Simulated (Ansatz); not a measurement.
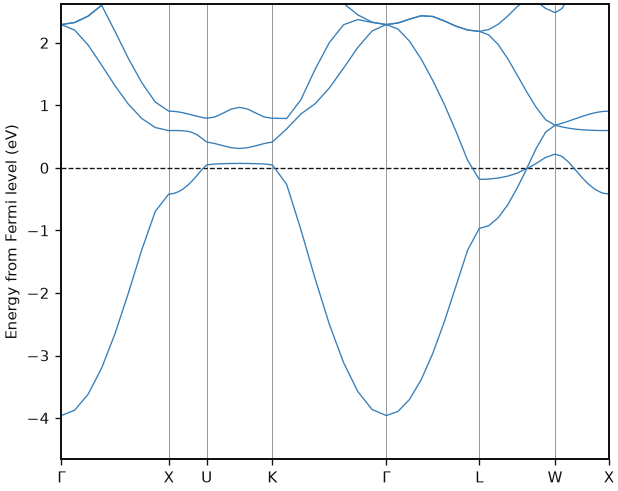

Band structure. Energies are counted from the Fermi level. The path runs straight from each named point to the next.

System: Ca, space group Fm-3m (No. 225), 1 atom in the cell.

Space group Fm-3m (No. 225). a = 5.588 Å, b = 5.588 Å, c = 5.588 Å, α = 90.00°, β = 90.00°, γ = 90.00°
```csv
atom,site,symmetry,x,y,z
Ca,4a,m-3m,0.0000,0.0000,0.0000
```

Computed with Ansatz 0.2.0: DFT, PBE, PAW with Ansatz's default frozen-core files, scalar-relativistic, no spin polarisation, 11×11×11 k mesh, 420 eV cutoff.

Question: Metal, semiconductor or insulator?

Answer: A metal: 2 bands cross the Fermi level along this path.

Question: By band count a gap could open at this filling. What closes it?

Answer: The last band that the electron count would fill rises to 0.22 eV above the Fermi level at W, leaving holes there, and the next band dips to 0.18 eV below it at L, holding electrons: an overlap of 0.40 eV, small enough to call it a semimetal.

Question: Which levels at L lie nearest to the Fermi level?

Answer: At L the nearest levels lie 0.18 eV below and 2.18 eV above the Fermi level.
